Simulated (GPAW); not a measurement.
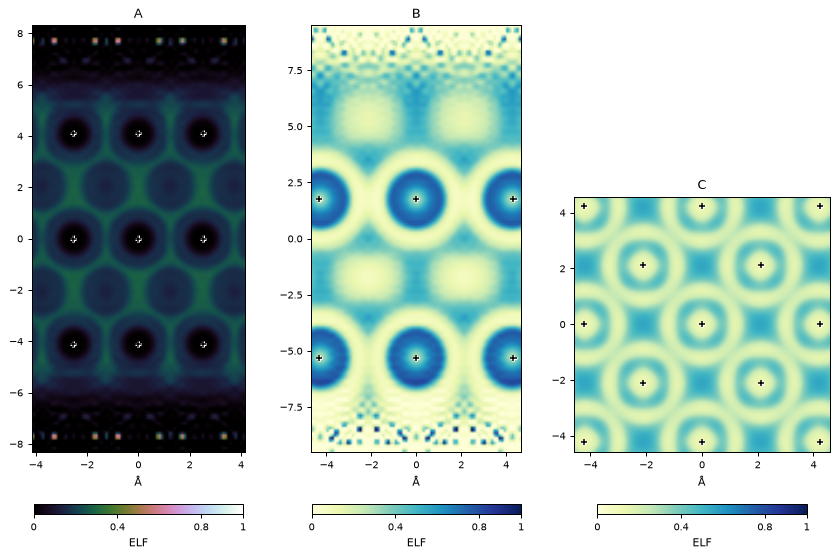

The ELF of 3 systems, each on a plane through atoms (crosses mark nuclei in the plane).

Level of theory: GPAW 26.7.0, Kohn-Sham DFT of a periodic cell, PBE, GPAW PAW data sets (gpaw-data 1.2.1).

System 1: Nb, the (100) plane of the conventional cell. Space group Fm-3m; computed pressure about −3 GPa in this cell.

```
CELL_PARAMETERS angstrom
4.23000 0.00000 0.00000
0.00000 4.23000 0.00000
0.00000 0.00000 4.23000
ATOMIC_POSITIONS crystal
Nb 0.00000 0.00000 0.00000
Nb 0.50000 0.50000 0.00000
Nb 0.50000 0.00000 0.50000
Nb 0.00000 0.50000 0.50000
```

System 2: Ba (slab), the (010) plane of the calculation cell, a cut from vacuum to vacuum. 

```cif
data_structure
_symmetry_space_group_name_H-M 'P 1'
_symmetry_Int_Tables_number 1
_cell_length_a 4.3301
_cell_length_b 4.3301
_cell_length_c 25.6066
_cell_angle_alpha 90.000
_cell_angle_beta 90.000
_cell_angle_gamma 109.471
_cell_volume 452.67
loop_
_atom_site_label
_atom_site_type_symbol
_atom_site_fract_x
_atom_site_fract_y
_atom_site_fract_z
_atom_site_occupancy
Ba1 Ba 0.50000 0.50000 0.29289 1
Ba2 Ba 0.00000 0.00000 0.43096 1
Ba3 Ba 0.50000 0.50000 0.56904 1
Ba4 Ba 0.00000 0.00000 0.70711 1
```

System 3: Cu (slab), the (100) plane of the calculation cell, a cut from vacuum to vacuum. 

> Which map belongs to which system?

Panel A is system 3, Cu: the plane holds Cu. Cu–Cu (2.53 Å): the ELF is about 0.25 at the midpoint: no localised pair shows between them. Panel B is system 2, Ba: the plane holds Ba. Ba–Ba (4.33 Å): the ELF is about 0.15 at the midpoint: no localised pair shows between them. Panel C is system 1, Nb: the plane holds Nb. Nb–Nb (2.99 Å): the ELF is about 0.25 at the midpoint (no shared electron pair shows on this line).
